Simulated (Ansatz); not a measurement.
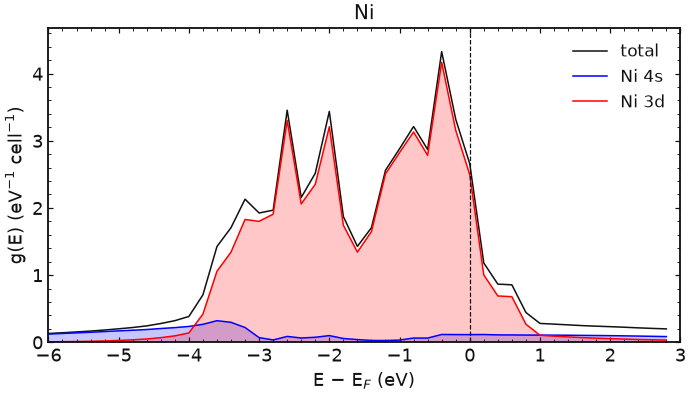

Density of states. Energies are counted from the Fermi level. The partial curves are projected on atomic shells.

Calculation on Ni, space group Pm-3m, 1 atom in the cell.

Computed with Ansatz 0.2.0: DFT, PBE, all-electron LAPW, scalar-relativistic, no spin polarisation, 16×16×16 k mesh, Fermi-Dirac smearing of 0.05 eV.

What is the density of states at the Fermi level?

It is a metal. The density of states at the Fermi level isn't well fixed here: it changes fast, and within 0.3 eV it runs from 1 to 3.8 per eV and cell.

Where is the tallest peak in the window, and which states make it?

The tallest peak in the window is at −0.4 eV; by projected weight it is Ni 3d almost alone.

Where is the centre of the Ni 3d band?

Over the range shown, the centre of the Ni 3d weight lies 1.5 eV below the Fermi level, and about 90 % of the shell is filled.

The run has no spin polarisation, so a magnetic state may lie lower.
